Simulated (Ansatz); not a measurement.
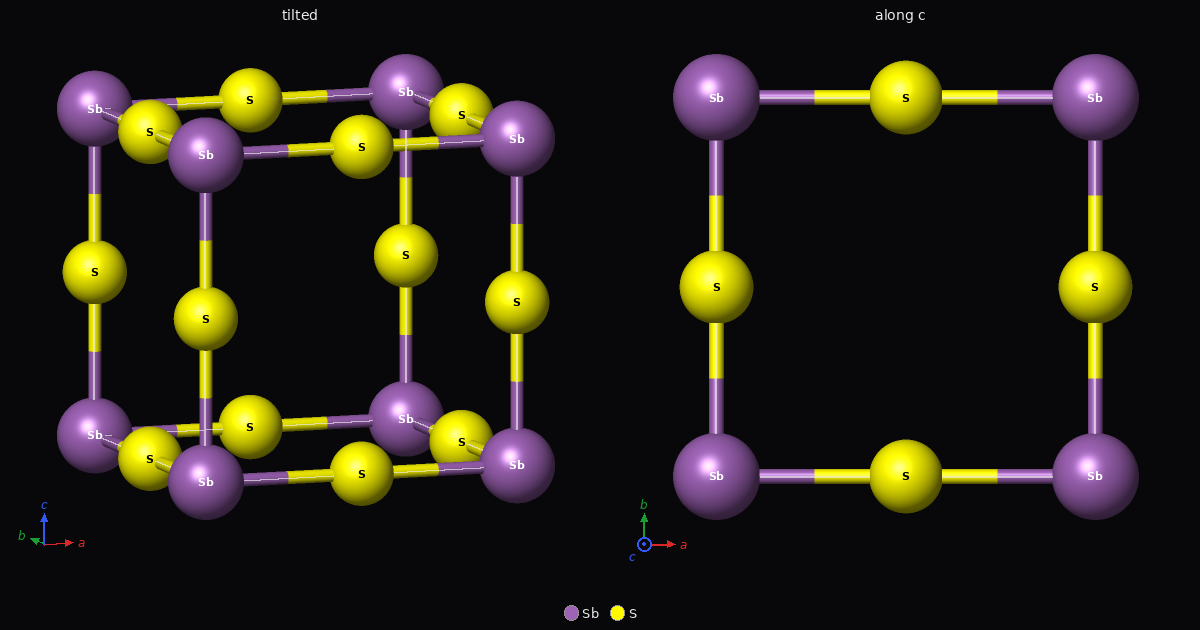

Crystal structure, ball-and-stick style, seen slightly off an axis and along the c axis. Thin lines show the conventional unit cell, with boundary atoms drawn in all their periodic places. Cell: a = 5.06 Å, b = 5.06 Å, c = 5.06 Å, α = 90.00°, β = 90.00°, γ = 90.00°.

Provenance: a random cell made by a generator, so it need not be a real form of the compound. Earlier steps of the study, as a rule a relaxation of our own, may have changed the cell and positions, so they can lie some per cent off the listed ones. It went into a calculation with Ansatz.

**In words:**

Chemical formula SbS$_{3}$. Its lattice is primitive cubic, its space group Pm-3m (No. 221). The structure type is ReO₃ type. Counting shared atoms by their share gives 1 Sb, 3 S, or 4 atoms. Sb is linked to six S in an octahedral arrangement at about 2.5 Å. About every S there are two Sb in a linear arrangement at about 2.5 Å. The bonds build a three-dimensional framework.

Results below were computed with DFT PBE, scalar-relativistic, plane waves, PAW (Ansatz); the settings were cutoff 420 eV, the zone sampled with 10×10×10 points, Gaussian smearing of 0.1 eV, no spin polarisation.

**Predict the gap.**

A metal: bands cross the Fermi level.

**Predict the Bader charges.**

Sb +1.51 e; S -0.50 e.

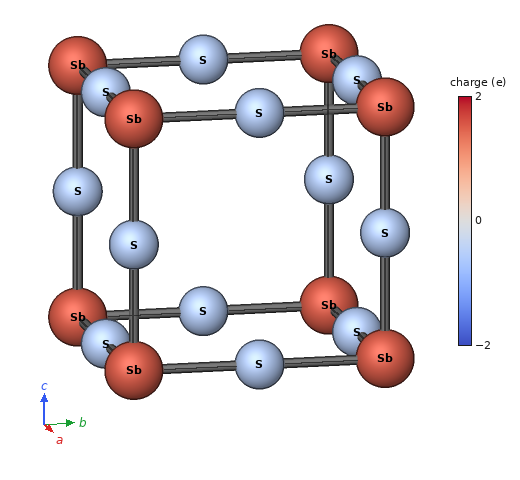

The atoms coloured by those charges. The run's cell of 4 atoms is drawn.

**Is this the optimised geometry for these settings?**

Yes. All forces vanish to within 0.01 eV/Å. The pressure is 0.0 GPa, close to zero.
